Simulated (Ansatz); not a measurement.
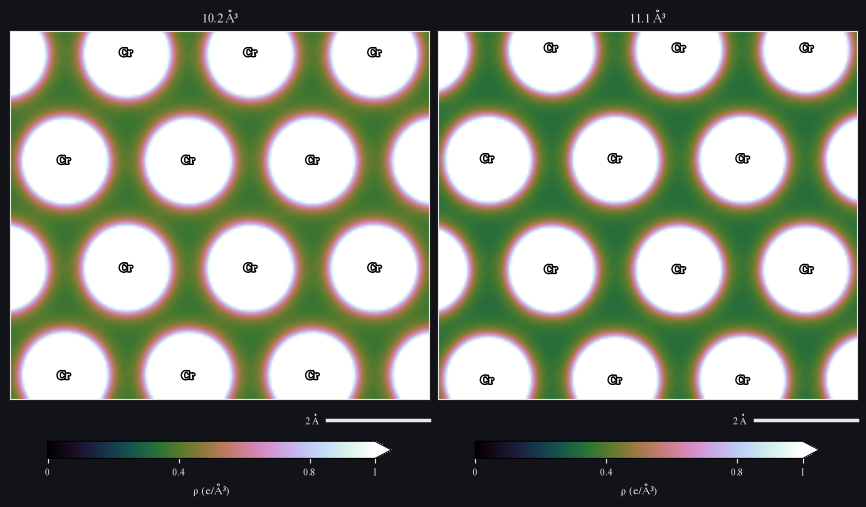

Cr. The valence charge density (pseudo) of cells scaled evenly to different volumes (given per atom above each panel), on the (001) plane of each (indices in the axes of the cell below), at one length scale and on one colour scale.

A generated structure, not necessarily the stable one; computed without spin polarisation.

Theory: Ansatz 0.2.0, DFT, LDA (PW92), plane waves (420 eV) with PAW, scalar-relativistic.

The density is the valence pseudo-density of a PAW calculation; it isn't the true density close to the nuclei.

The largest cell:

```
Cr
1.0
     0.00000    1.77267    1.77267
     1.77267    0.00000    1.77267
     1.77267    1.77267    0.00000
Cr
1
Direct
  0.00000 0.00000 0.00000
```

| volume (Å³/atom) | Cr–Cr contact in the plane (Å) | ρ at its midpoint (e/Å³) | 
| --- | --- | --- |
| 10.25 | 2.438 | 0.412 | 
| 10.70 | 2.473 | ? | 
| 11.14 | 2.507 | 0.367 | 

What values belong in the row with question marks?

Answer. Over the known rows ln ρ falls by 1.68 per Å of Cr–Cr distance (the line through the two), which gives 0.389 e/Å³ at 2.473 Å; the calculation gives 0.388 e/Å³.
